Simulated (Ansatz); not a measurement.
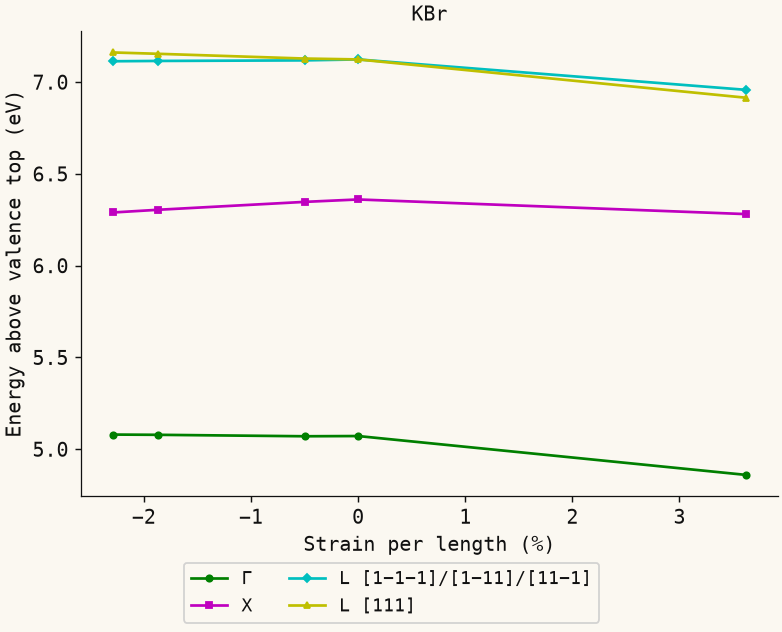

Lowest conduction level at each named k point, counted from the valence-band top at Γ.

System: rocksalt KBr, space group Fm-3m, 2 atoms in the primitive cell, relaxed with r2SCAN; unstrained, cubic a = 6.604 Å. The cell is strained biaxially in the (111) plane; the length along [111] is relaxed again with r2SCAN. Points keep the names of the unstrained cell; those that the strain makes unlike carry their directions on the cubic axes x, y, z. Method: r2SCAN, Ansatz PAW set, no spin polarisation, no spin-orbit coupling, 6×6×6 k mesh, 500 eV cutoff (Ansatz 0.2.0).

Question: How does the strain split the L points of the conduction band?

Answer: Unstrained, the L points are equivalent. At +3.62 % the lowest conduction level is 6.91 eV at L [111] and 6.96 eV at L [1−1−1]/[1−11]/[11−1] above the valence top, a splitting of 0.04 eV, or 12 meV for each 1 % of strain on average.

Question: Which of these conduction levels is lowest, and does that change?

Answer: The lowest is the one at Γ, over the whole range, so among these points the gap stays direct.

The values:
| strain | Γ (eV) | X (eV) | L [1−1−1]/[1−11]/[11−1] (eV) | L [111] (eV) |
| --- | --- | --- | --- | --- |
| −2.29 % | 5.08 | 6.29 | 7.11 | 7.16 |
| −1.87 % | 5.08 | 6.30 | 7.12 | 7.15 |
| −0.5 % | 5.07 | 6.35 | 7.12 | 7.13 |
| 0 % | 5.07 | 6.36 | 7.12 | 7.12 |
| +3.62 % | 4.86 | 6.28 | 6.96 | 6.91 |

The strain splits the threefold valence top at Γ, and levels count from its highest part. Spin-orbit coupling is left out, which matters for Br. The PAW data sets were made with another functional. LDA, GGA and most meta-GGA functionals understate gaps.
